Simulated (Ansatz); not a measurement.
**ZrS$_{2}$: single-point calculation (part 1 of 2)**

- system: ZrS$_{2}$ (P-3m1, 54 atoms in the cell)
- method: DFT PBE, scalar-relativistic, plane waves, PAW, no spin polarisation (Ansatz 0.2.0)

The structure derives from a Materials Project entry.

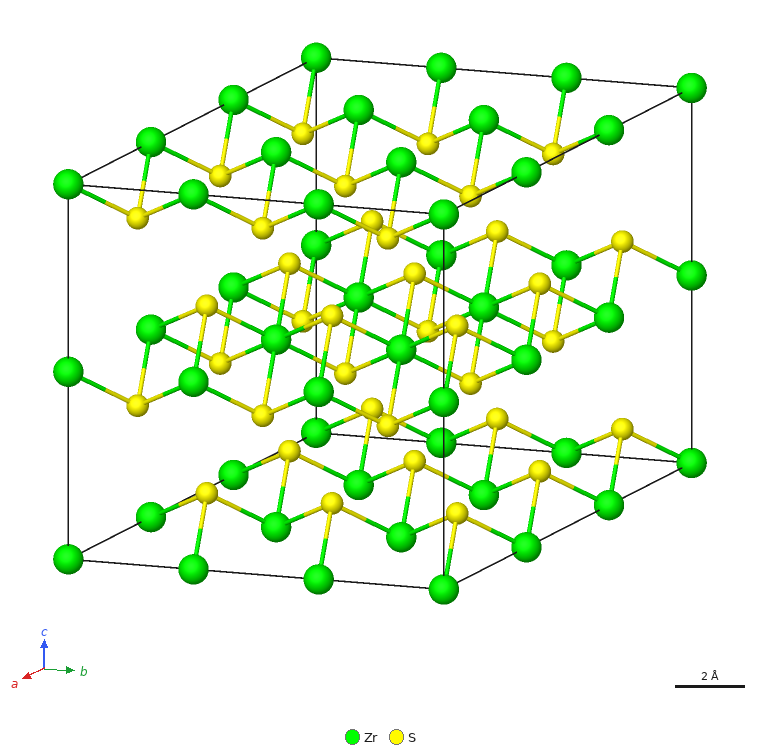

The input geometry (ball-and-stick view of the cell of the calculation, seen at an oblique angle). An atom can appear more than once, as a periodic image. Near neighbours in the periodic cell (some may lie outside the picture): Zr has 6 S at 2.57 Å; S has 3 Zr at 2.57 Å.

Input
```yaml
crystal:
  lattice:
    - [11.074148, 0.0, 0.0]
    - [-5.537074, 9.590493, 0.0]
    - [0.0, 0.0, 12.082154]
  atoms:
    - { symbol: Zr, position: [0.0, 0.0, 0.0] }
    - { symbol: Zr, position: [0.0, 0.0, 0.5] }
    - { symbol: Zr, position: [0.0, 0.333333, 0.0] }
    - { symbol: Zr, position: [0.0, 0.333333, 0.5] }
    - { symbol: Zr, position: [0.0, 0.666667, 0.0] }
    - { symbol: Zr, position: [0.0, 0.666667, 0.5] }
    - { symbol: Zr, position: [0.333333, 0.0, 0.0] }
    - { symbol: Zr, position: [0.333333, 0.0, 0.5] }
    - { symbol: Zr, position: [0.333333, 0.333333, 0.0] }
    - { symbol: Zr, position: [0.333333, 0.333333, 0.5] }
    - { symbol: Zr, position: [0.333333, 0.666667, 0.0] }
    - { symbol: Zr, position: [0.333333, 0.666667, 0.5] }
    - { symbol: Zr, position: [0.666667, 0.0, 0.0] }
    - { symbol: Zr, position: [0.666667, 0.0, 0.5] }
    - { symbol: Zr, position: [0.666667, 0.333333, 0.0] }
    - { symbol: Zr, position: [0.666667, 0.333333, 0.5] }
    - { symbol: Zr, position: [0.666667, 0.666667, 0.0] }
    - { symbol: Zr, position: [0.666667, 0.666667, 0.5] }
    - { symbol: S, position: [0.222222, 0.111111, 0.381045] }
    - { symbol: S, position: [0.222222, 0.111111, 0.881045] }
    - { symbol: S, position: [0.222222, 0.444444, 0.381045] }
    - { symbol: S, position: [0.222222, 0.444444, 0.881045] }
    - { symbol: S, position: [0.222222, 0.777778, 0.381045] }
    - { symbol: S, position: [0.222222, 0.777778, 0.881045] }
    - { symbol: S, position: [0.555556, 0.111111, 0.381045] }
    - { symbol: S, position: [0.555556, 0.111111, 0.881045] }
    - { symbol: S, position: [0.555556, 0.444444, 0.381045] }
    - { symbol: S, position: [0.555556, 0.444444, 0.881045] }
    - { symbol: S, position: [0.555556, 0.777778, 0.381045] }
    - { symbol: S, position: [0.555556, 0.777778, 0.881045] }
    - { symbol: S, position: [0.888889, 0.111111, 0.381045] }
    - { symbol: S, position: [0.888889, 0.111111, 0.881045] }
    - { symbol: S, position: [0.888889, 0.444444, 0.381045] }
    - { symbol: S, position: [0.888889, 0.444444, 0.881045] }
    - { symbol: S, position: [0.888889, 0.777778, 0.381045] }
    - { symbol: S, position: [0.888889, 0.777778, 0.881045] }
    - { symbol: S, position: [0.111111, 0.222222, 0.118955] }
    - { symbol: S, position: [0.111111, 0.222222, 0.618955] }
    - { symbol: S, position: [0.111111, 0.555556, 0.118955] }
    - { symbol: S, position: [0.111111, 0.555556, 0.618955] }
    - { symbol: S, position: [0.111111, 0.888889, 0.118955] }
    - { symbol: S, position: [0.111111, 0.888889, 0.618955] }
    - { symbol: S, position: [0.444444, 0.222222, 0.118955] }
    - { symbol: S, position: [0.444444, 0.222222, 0.618955] }
    - { symbol: S, position: [0.444444, 0.555556, 0.118955] }
    - { symbol: S, position: [0.444444, 0.555556, 0.618955] }
    - { symbol: S, position: [0.444444, 0.888889, 0.118955] }
    - { symbol: S, position: [0.444444, 0.888889, 0.618955] }
    - { symbol: S, position: [0.777778, 0.222222, 0.118955] }
    - { symbol: S, position: [0.777778, 0.222222, 0.618955] }
    - { symbol: S, position: [0.777778, 0.555556, 0.118955] }
    - { symbol: S, position: [0.777778, 0.555556, 0.618955] }
    - { symbol: S, position: [0.777778, 0.888889, 0.118955] }
    - { symbol: S, position: [0.777778, 0.888889, 0.618955] }
basis:
  ecutwfc: 420
  fft_grid_basis: typed
kpoints:
  mp_grid: { grid: [3, 3, 1] }
hamiltonian:
  xc: pbe
  pseudopotentials: { kind: paw }
scf:
  occupations: { method: gaussian, width: 0.05 }
output:
  forces: true
  stress: false
  eigenvalues: true
  bader: false
  write_density: true
  volumetric_format: npy
```

Run on 8 threads of Arm Neoverse V2, 24 GiB of memory available, shared host.

Command:
```bash
ansatz run input.yaml --threads 8 --pin off --max-ram 16384MiB --backend cpu --events-out ev --progress --plain --runs-dir out
```

What the program printed
```
Warning: the atoms were moved onto the symmetric positions of the space group found under crystal.symmetry.tolerance 1.0e-5 (fractional; no operation is sought that the atoms, as they stand in a round, miss by more than twice it, and no atom is moved by as much as it), and the run uses the moved positions. Before a round's move an operation carried an atom to 1.48e-5 Å from where it should land, the largest such distance. Atom 26 (counting from 0) moved farthest, by 8.52e-6 Å; the longest move in fractions of the cell, of whichever atom, is 0.06 of the tolerance, in 1 round. To run the atoms as typed, lower crystal.symmetry.tolerance until the operations that they miss are no longer found, or set crystal.symmetry.detect: false (a key that needs symmetry detection or time reversal refuses this as the deck is read). The positions used, in the order of the run's atom list: position: [0.0, 0.0, 0.0]; position: [0.0, 0.0, 0.5]; position: [0.0, 0.3333333333333333, 0.0]; position: [0.0, 0.3333333333333333, 0.5]; position: [0.0, 0.6666666666666666, 0.0]; position: [0.0, 0.6666666666666666, 0.5]; position: [0.3333333333333333, 0.0, 0.0]; position: [0.3333333333333333, 0.0, 0.5]; position: [0.3333333333333333, 0.3333333333333333, 0.0]; position: [0.3333333333333333, 0.3333333333333333, 0.5]; position: [0.3333333333333333, 0.6666666666666666, 0.0]; position: [0.3333333333333333, 0.6666666666666666, 0.5]; position: [0.6666666666666666, 0.0, 0.0]; position: [0.6666666666666666, 0.0, 0.5]; position: [0.6666666666666666, 0.3333333333333333, 0.0]; position: [0.6666666666666666, 0.3333333333333333, 0.5]; position: [0.6666666666666666, 0.6666666666666666, 0.0]; position: [0.6666666666666666, 0.6666666666666666, 0.5]; position: [0.2222222222222222, 0.11111111111111112, 0.381045]; position: [0.2222222222222222, 0.11111111111111112, 0.881045]; position: [0.2222222222222222, 0.4444444444444444, 0.381045]; position: [0.2222222222222222, 0.4444444444444444, 0.881045]; position: [0.2222222222222222, 0.7777777777777778, 0.381045]; position: [0.2222222222222222, 0.7777777777777778, 0.881045]; position: [0.5555555555555556, 0.11111111111111112, 0.381045]; position: [0.5555555555555556, 0.11111111111111112, 0.881045]; position: [0.5555555555555556, 0.4444444444444444, 0.381045]; position: [0.5555555555555556, 0.4444444444444444, 0.881045]; position: [0.5555555555555556, 0.7777777777777778, 0.381045]; position: [0.5555555555555556, 0.7777777777777778, 0.881045]; position: [0.888888888888889, 0.11111111111111112, 0.381045]; position: [0.888888888888889, 0.11111111111111112, 0.881045]; position: [0.888888888888889, 0.4444444444444444, 0.381045]; position: [0.888888888888889, 0.4444444444444444, 0.881045]; position: [0.888888888888889, 0.7777777777777778, 0.381045]; position: [0.888888888888889, 0.7777777777777778, 0.881045]; position: [0.11111111111111112, 0.2222222222222222, 0.118955]; position: [0.11111111111111112, 0.2222222222222222, 0.618955]; position: [0.11111111111111112, 0.5555555555555556, 0.118955]; position: [0.11111111111111112, 0.5555555555555556, 0.618955]; position: [0.11111111111111112, 0.888888888888889, 0.118955]; position: [0.11111111111111112, 0.888888888888889, 0.618955]; position: [0.4444444444444444, 0.2222222222222222, 0.118955]; position: [0.4444444444444444, 0.2222222222222222, 0.618955]; position: [0.4444444444444444, 0.5555555555555556, 0.118955]; position: [0.4444444444444444, 0.5555555555555556, 0.618955]; position: [0.4444444444444444, 0.888888888888889, 0.118955]; position: [0.4444444444444444, 0.888888888888889, 0.618955]; position: [0.7777777777777778, 0.2222222222222222, 0.118955]; position: [0.7777777777777778, 0.2222222222222222, 0.618955]; position: [0.7777777777777778, 0.5555555555555556, 0.118955]; position: [0.7777777777777778, 0.5555555555555556, 0.618955]; position: [0.7777777777777778, 0.888888888888889, 0.118955]; position: [0.7777777777777778, 0.888888888888889, 0.618955]; The lattice was moved too: crystal.lattice keeps the space group found at crystal.symmetry.tolerance 1.0e-5 only nearly: the operation that it misses by the most changes a squared length by the fraction 8.91e-8. The run uses the lattice that is a stretch of the typed one, with no rotation, onto the one that keeps every operation to a double's rounding (on a very oblique basis the stretch itself rounds by more); the deck's lattice vector that moved farthest moved by 2.85e-7 Å. To run the lattice as typed, set crystal.symmetry.tolerance under 8.90e-8, the least fraction by which an operation that the lattice misses changes a squared length (the same key also sets how far an atom may lie from its image, so lowering it can lose operations that the atoms keep only within it), or set crystal.symmetry.detect: false, as for the atoms. crystal.lattice made exact, in Å and degrees: [[11.074147715211225, 0.0, 0.0], [-5.537073857605613, 9.59049324663432, 0.0], [0.0, 0.0, 12.082154]]. Pasted over the deck's crystal.lattice, beside positions in fractional coordinates, it runs the same cell (given as lengths and angles, that cell in the form's own orientation, a rigid turn of the misfit's size from the one run here, for which a checkpoint.post_process_only pass over this run's state can be refused: where this run relaxes nothing, give such a pass this deck's own crystal.lattice, as typed; behind a relaxation, as crystal.lattice, the state's own cell, identity.cell in its checkpoint.json), and a matrix so pasted ends this notice, except on a very skew basis of the lattice, where the rounding of the pasted numbers themselves can read as a misfit: the cell is then moved again, and that move is told again. The lattice as run is in this notice's lattice.as_run_ang field (Run.prep()["deck_notices"] in Python, the deck_notice line of an events file, deck_notices of ansatz run --dry-run=json, or deck_notices in record.json in the deck's checkpoint.write directory).
Engine: ansatz 0.2.0, aarch64-unknown-linux-gnu
Pseudopotentials: kind: paw
Pseudopotential: Zr, paw, valence charge 12, recommended cutoff 420 eV (normal), Zr.paw.azcp
Pseudopotential: S, paw, valence charge 6, recommended cutoff 420 eV (normal), S.paw.azcp
Functional definition: PBE
  parameter kappa = 0.804
  parameter beta = 0.06672455060314922
  exchange = pbe_x(kappa = kappa, mu = beta*pi^2/3)
  correlation = pbe_c(beta = beta)
Crystal: 54 atoms, lattice volume = 1283.204 Å³
Basis set: ecut = 420 eV, 25067 PW (Γ), exchange–correlation on 150×150×162 points (8 copies of the dense FFT grid, shifted against one another)
Bands: 270, of which v1, the nominal top of the filled ones, is band 216 counted from 1 (215 counted from 0)
Symmetry: 216 space group operations
Space group: P-3m1 (ITA 164), of the structure as read, at distance tolerance 1.1e-4 Å
k-points: 3 of 9
Non-local potential: Zr, projectors of the file, l = 0: 3, l = 1: 2, l = 2: 2, l = 3: 2
Non-local potential: S, projectors of the file, l = 0: 2, l = 1: 2, l = 2: 2
PAW form: soft (Blöchl's): semilocal exchange-correlation on the pseudo side does not see the compensation charge
PAW one-centre angular grid: Zr, 590 points (default); XC on 64 Gauss nodes
PAW one-centre angular grid: S, 110 points (default); XC on 64 Gauss nodes
Initial density: superposition of atomic densities (neutral atoms: chi_scale 0, normalization atom), corrected by the library's trained network
Initial wavefunctions: pseudopotential atomic-orbital guess
Functional: x = pbe(κ = 0.804, μ = 0.2195149727645171), c = pbe(β = 0.06672455060314922)
SCF iter   1: F=—  HF=-107867.400298 eV  |F-HF|=—  |Δ(HF+E_count)|=         —  Δρ=1.29e-3  dr2=3.16e-2  ethr=1.77e-3  ⟨swp⟩=5.0  Hψ=3065  notcnv=0  defer=25
preconditioner: auto → Resta (q_TF=auto, 2.276 Å⁻¹)  ε∞=7.1  [insulator: Δε(μ)=1.052 eV  Ē_g=7.148 eV  σ=0.050 eV  W_gap=1.00  n_scr=242 (ndim 8)  ℏωp=17.6 eV  f_vac=0.027  D(μ)=0.00/eV (n_scr^D=0)  ε∞_Penn≈7.1]
SCF iter   2: F=—  HF=-107867.388002 eV  |F-HF|=—  |Δ(HF+E_count)|=   1.23e-2  Δρ=6.82e-4  dr2=6.98e-3  ethr=7.31e-6  ⟨swp⟩=2.0  Hψ=1581  notcnv=0  defer=29
SCF iter   3: F=—  HF=-107867.391800 eV  |F-HF|=—  |Δ(HF+E_count)|=   3.80e-3  Δρ=1.66e-4  dr2=4.42e-4  ethr=1.61e-6  ⟨swp⟩=2.0  Hψ=1036  notcnv=0
automatic band count: iteration 3 solves 250 bands in place of 270: the levels show a gap, and the empty bands left out lie too high to hold charge; the band table lists the bands solved (type scf.n_extra_bands for more)
SCF iter   4: F=—  HF=-107867.392129 eV  |F-HF|=—  |Δ(HF+E_count)|=   3.29e-4  Δρ=5.26e-5  dr2=5.93e-5  ethr=1.02e-7  ⟨swp⟩=2.0  Hψ=990  notcnv=0
SCF iter   5: F=—  HF=-107867.393770 eV  |F-HF|=—  |Δ(HF+E_count)|=   1.64e-3  Δρ=1.43e-5  dr2=5.09e-6  ethr=1.37e-8  ⟨swp⟩=2.0  Hψ=1103  notcnv=0
SCF iter   6: F=—  HF=-107867.393774 eV  |F-HF|=—  |Δ(HF+E_count)|=   3.72e-6  Δρ=5.62e-6  dr2=7.44e-7  ethr=1.18e-9  ⟨swp⟩=2.0  Hψ=1108  notcnv=0
SCF iter   7: F=-107867.393774 eV  HF=-107867.393774 eV  |F-HF|=1.14e-7  |Δ(HF+E_count)|=   4.86e-7  Δρ=1.20e-6  dr2=2.73e-8  ethr=2.31e-11  ⟨swp⟩=6.7  Hψ=3026  notcnv=0
SCF 1 converged in 7 iterations: F = -107867.393774 eV  dr2 = 2.73e-8
  greatest PAW one-centre occupation: 0.995 electrons in one spin orbital (limit 2), on the Zr atom at site 17 (counted from 0), in its partial waves of l = 0
SCF converged after 7 iterations
Free energy (F): -107867.393774 eV
Harris-Foulkes:  -107867.393774 eV  (|F-HF|=1.14e-7)
Internal energy: -107867.393774 eV  (E = F + TS)
E sigma→0 (E₀):  -107867.393774 eV
Fermi energy:    6.964107 eV
--- Per-component energies (eV) ---
  E_band       = -3221.209383
  E_kinetic    = 9828.748500
  E_local      = -24934.584349  (includes V_loc(G=0)·N_el)
  E_nonlocal   = 2421.599537
  E_hartree    = 8833.729517
  E_xc         = -6419.533765
  E_vxc        = -6599.600157  (∫ρ·V_xc dr)
  E_paw        = -74768.253242  (= ΣΔE_a)
  E_vpaw       = -1604.820400  (= ΣTr[D̂ρ^β])
  E_aug_tail   = 0.000490  (compensation charges beyond the density's cutoff)
  E_ewald      = -22829.100461
  E_smearing   = -0.000000  (= −TS)
  E_closure    = -0.000000  (closes the sum)
  Σ components = -107867.393774   (vs F -107867.393774, Δ=0.00e0)
```
